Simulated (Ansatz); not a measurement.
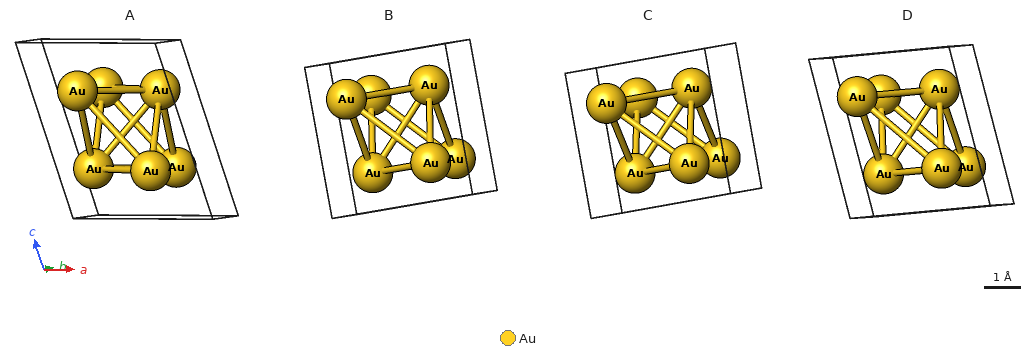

4 geometries from one relaxation of crystalline Au (set up in P-1) (coarse preliminary run), in shuffled order. The picture is a ball-and-stick view of the larger cell on standard axes (2 times the calculation's cell), seen from a free direction.

The calculation used DFT PBEsol, scalar-relativistic, plane waves, PAW (Ansatz 0.2.0). Settings: plane-wave cutoff 420 eV; k-point mesh 8 × 8 × 4; occupations gaussian; smearing width 0.1 eV; no spin polarisation; cell and atoms relaxed; force threshold 0.05 eV/Å; at most 80 steps.

> Put them in the order of the run, from the start to the converged end.

A, D, B, C. They are steps 0, 5, 9, 26, at +163 meV per atom, +38.3 meV per atom, +7.0 meV per atom relative to the last. The largest moves relative to the cell, 0.34 Å, are those of Au atoms. The drawn cell changes as follows: a 3.976 → 4.012 Å (+0.9 %), b 3.994 → 4.134 Å (+3.5 %), c 5.191 → 4.128 Å (−20.5 %), α 90.3° → 89.9°, β 108.5° → 90.0°, γ 89.9° → 86.1°; the volume changes by −12.6 %. Among the contacts that change: Au–Au 4.443 → 2.877 Å, Au–Au 3.719 → 2.919 Å, Au–Au 3.670 → 2.921 Å, Au–Au 3.052 → 2.880 Å. Within 0.06 Å the space group is C2/m at the start and C2/m at the end; at a tighter tolerance small leftover displacements or strains of the cell lower it. After 17 accepted moves (26 points after the start) the energy has fallen by 163 meV per atom. Largest force component: 0.15 eV/Å at the start, 0.012 eV/Å at the end. The pressure goes from −8.32 to 0.02 GPa. The line search rejected the trial steps at points 1, 7, 10, 13, 15, 21, 23 of the run. The SCF was repeated twice at an unchanged geometry on a basis and grid sized afresh for the cell, which shifted the energy by 0.6 meV per atom at most. Cost: 2.3 min on 1 thread of Intel(R) Xeon(R) Platinum 8375C CPU @ 2.90GHz (Ice Lake), on a shared host, peak memory 0.43 GiB.
